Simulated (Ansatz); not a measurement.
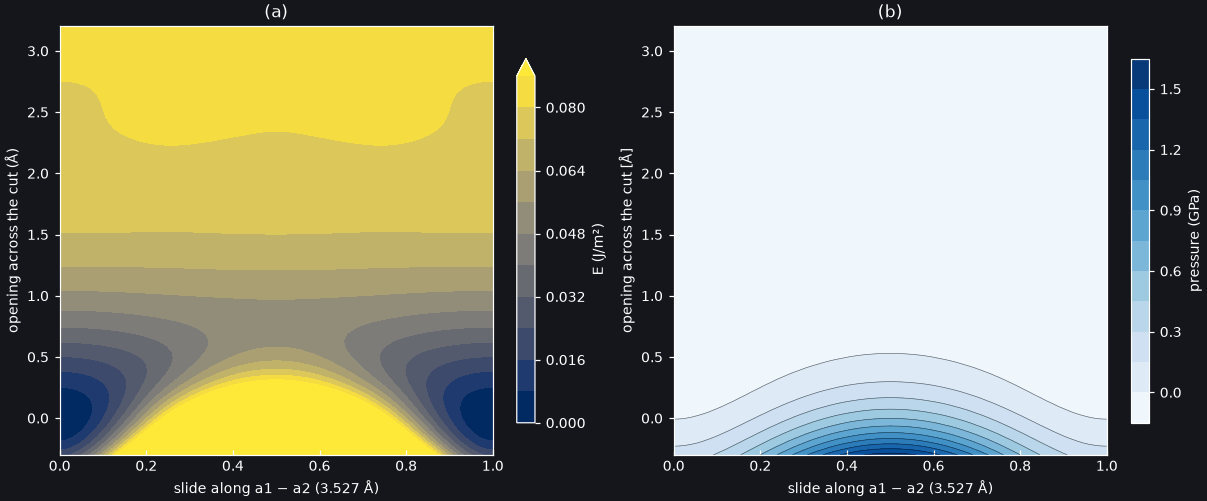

N (P6_3/mmc, No. 194; 8 atoms in the cell). Rigid slide and opening across a plane, one cut a cell; the plane is (0 0 1) of the conventional cell. First axis: slide along a1 − a2 (3.527 Å). Second axis: opening across the cut. Nothing is relaxed (rigid halves). The scan uses a 12 × 7 grid; 49 points were computed and 35 follow by symmetry. Points are written as (first, second). Energies are in J/m², from the lowest grid point. All numbers below come from Ansatz 0.2.0, DFT LDA, scalar-relativistic, plane waves, PAW. Settings: cutoff 520 eV, k-mesh 7×7×2 in the order of the run's cell vectors, gaussian smearing 0.05 eV, no spin polarisation.

Panel (a) is the energy; panel (b) is the computed pressure, in GPa.

The picture shows filled contours, one colour for all values above the top of the scale. Between grid points the surface is interpolated.

How does the pressure vary over the map, and what is it at the lowest grid point?

It runs from −0.11 GPa at (0.000, 0.7 Å) to 1.56 GPa at (0.500, −0.3 Å). At the lowest grid point, (0.000, 0.0 Å), it is 0.00 GPa.
